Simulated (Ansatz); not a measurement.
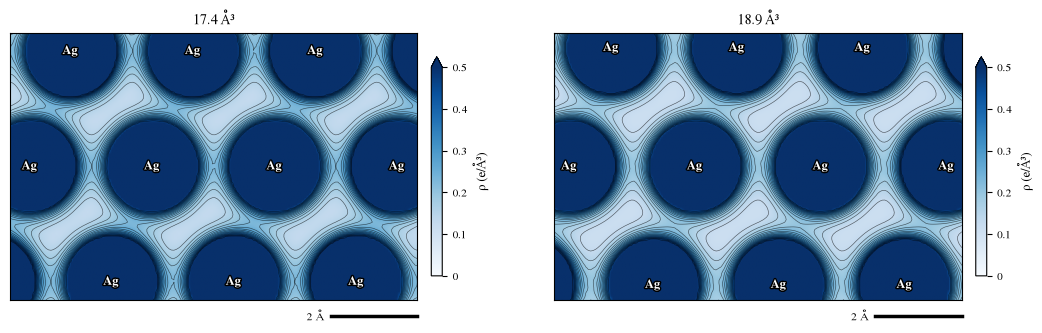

Ag. The valence charge density (pseudo) of cells scaled evenly to different volumes (given per atom above each panel), on the (011̄) plane of each (indices in the axes of the cell below), at one length scale and on one colour scale.

A structure from a database of computed crystals, not necessarily the ambient phase.

Level of theory: Kohn-Sham DFT of a periodic cell, HSE06, Ansatz PAW (Ansatz).

The largest cell:

```
CELL_PARAMETERS angstrom
-1.67744 1.67744 1.67744
1.67744 -1.67744 1.67744
1.67744 1.67744 -1.67744
ATOMIC_POSITIONS crystal
Ag 0.00000 0.00000 0.00000
```

| volume (Å³/atom) | Ag–Ag contact in the plane (Å) | ρ at its midpoint (e/Å³) | pressure (GPa) | 
| --- | --- | --- | --- |
| 17.43 | 2.829 | 0.224 | 2.6 | 
| 18.15 | 2.868 | ? | ? | 
| 18.88 | 2.905 | 0.192 | −3.0 | 

**Estimate the missing row, and compare with the calculation.**

Over the known rows ln ρ falls by 2.03 per Å of Ag–Ag distance (the line through the two), which gives 0.207 e/Å³ at 2.868 Å; the calculation gives 0.207 e/Å³. For the pressure, a straight line in volume between the neighbouring rows gives −0.2 GPa; the calculation gives −0.7, lower because pressure rises ever faster on compression.
